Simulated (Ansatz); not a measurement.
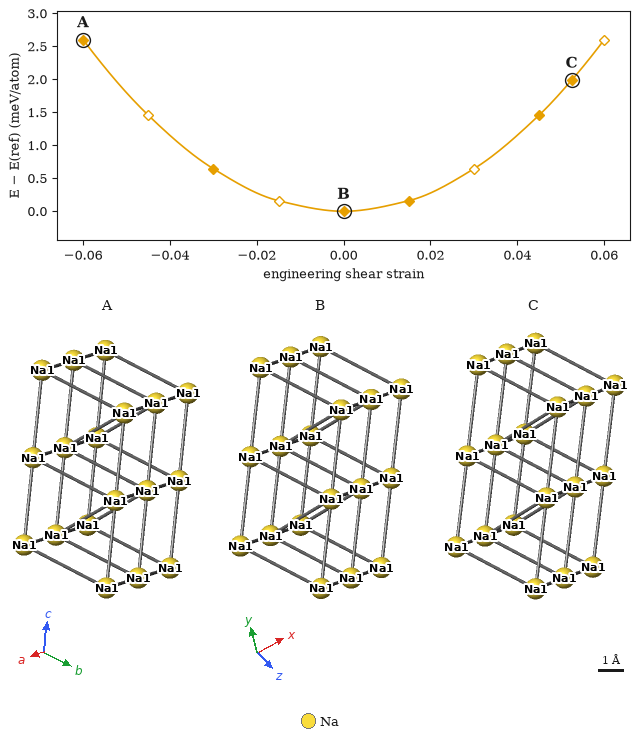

A scan of a crystal of Na (Im-3m): the cell is strained in shear in the xy plane, with the atoms kept at their fractional coordinates. x, y and z are the Cartesian axes of the input. The lettered frames are marked on the plot. Hollow markers are points alike by symmetry, not computed again. A ball-and-stick model of the cell of the calculation, repeated 2 × 1 × 2 with one cell outlined, seen slightly off an axis.

Method: Ansatz 0.2.0, DFT PBEsol, scalar-relativistic, plane waves, PAW. Set-up: plane-wave cutoff 420 eV; k-point mesh 16 × 16 × 16; occupations gaussian; smearing width 0.15 eV; no spin polarisation. Energies (free energies at the smearing named) are counted from the cell as listed in its source, which wasn't relaxed.

Describe the profile.

Answer. Of the computed points the lowest is at the strain 0.00, 0.00 meV/atom. At the ends of the scan the energy is 2.60 meV/atom (−0.06) and 2.60 meV/atom (0.06). The curvature at zero strain, (1/V) d²E/dε², is about 6.1 GPa; it is C₆₆ with clamped ions. The distortion takes the space group from Im-3m to Fmmm. At the strain −0.06 the cell of the drawing goes a 3.668 → 3.741 Å, b 3.668 → 3.741 Å, c 3.668 → 3.595 Å, γ 109.5° → 111.1°.
